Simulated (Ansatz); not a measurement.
The structure in question:

```
CELL_PARAMETERS angstrom
5.32209 0.00000 0.00000
-2.66104 4.60906 0.00000
0.00000 0.00000 4.25023
ATOMIC_POSITIONS crystal
Co 0.00000 0.50000 0.00000
Co 0.50000 0.50000 0.00000
Co 0.50000 0.00000 0.00000
Sn 0.66667 0.33333 0.50000
Sn 0.33333 0.66667 0.50000
Sn 0.00000 0.00000 0.00000
```

### Summarise the structure in words.

The solid is CoSn. The symmetry is that of P6/mmm (No. 191), on a primitive hexagonal lattice. The cell has 6 atoms, namely 3 Co, 3 Sn. Around each Co lie six Sn and four Co (2.62 to 2.66 Å to Sn, 2.66 Å to Co). The Sn atoms are each bonded to six Co at 2.62 to 2.66 Å. The bonds build a three-dimensional framework.

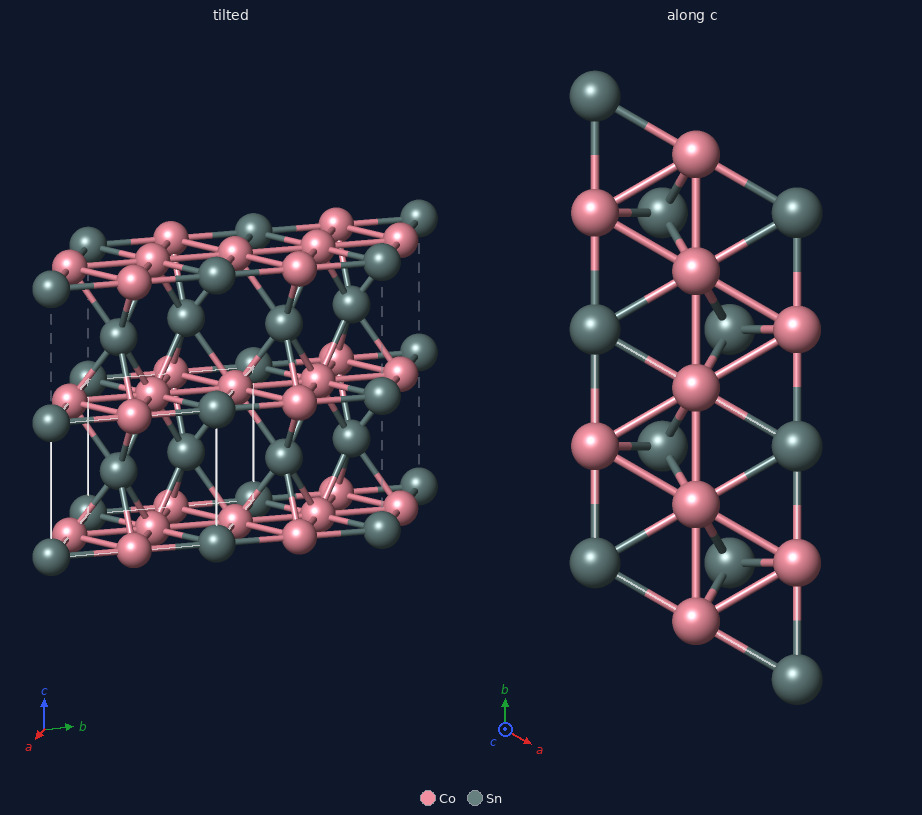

The figure gives a ball-and-stick picture of the atoms, viewed slightly off an axis and along the c axis. One conventional unit cell is drawn solid; the view covers 1×2×2 cells. Colours: cobalt pink, tin teal.

Source of the structure: a structure listed in the Materials Project. The cell was then strained or its atoms displaced on purpose. It was relaxed at fixed volume with DFT PBEsol, scalar-relativistic, plane waves, PAW in Ansatz 0.2.0.

At this level of theory the cell isn't at rest (stretched, at -7 GPa), so its distances can differ from those at equilibrium, the more so the softer the solid.
